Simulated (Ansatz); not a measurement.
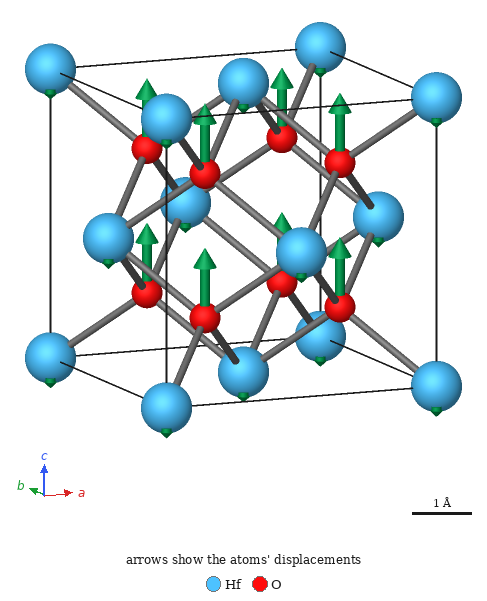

One vibrational mode of crystalline HfO$_{2}$ relaxed at −1 GPa at the zone centre. Displacements are drawn as green arrows; their common scale and sign are arbitrary. The picture is a ball-and-stick view of the conventional cell (4 times the calculation's cell), seen slightly off an axis. Lengths and directions refer to the drawn axes.

These are results of Ansatz, DFT PBEsol, scalar-relativistic, plane waves, PAW, not measurements.

Input file:
```yaml
crystal:
  lattice:
    - [0.0, 2.5250927329, 2.5250927329]
    - [2.5250927329, 0.0, 2.5250927329]
    - [2.5250927329, 2.5250927329, 0.0]
  atoms:
    - { symbol: Hf, position: [0.0, 0.0, 0.0] }
    - { symbol: O, position: [0.25, 0.25, 0.25] }
    - { symbol: O, position: [0.75, 0.75, 0.75] }
basis:
  ecutwfc: 420
kpoints:
  mp_grid: { grid: [8, 8, 8] }
hamiltonian:
  xc: pbesol
scf:
  occupations: { method: fixed }
output:
  eigenvalues: true
phonons:
  method: dfpt
  dielectric: true
  rigid_motions: translations
  eigenvectors: true
```

Command:
```bash
ansatz run input.yaml --threads 1 --pin off --max-ram 3072MiB --backend cpu --events-out ev --progress --plain --runs-dir out
```

Frequencies are those without the non-analytic (LO–TO) term.

### What mode is this, and where does it lie in the spectrum?

This is the T₁u mode (triply degenerate; one member of the set is drawn) at 232 cm⁻¹, the lowest optical level, infrared-active by symmetry. The O sublattice moves against the Hf sublattice, along c; the kinetic energy is shared as O 85 %, Hf 15 %. Its infrared intensity is 79 (D/Å)²/amu for the set. The value is the transverse one; the longitudinal partner lies at 614 cm⁻¹.
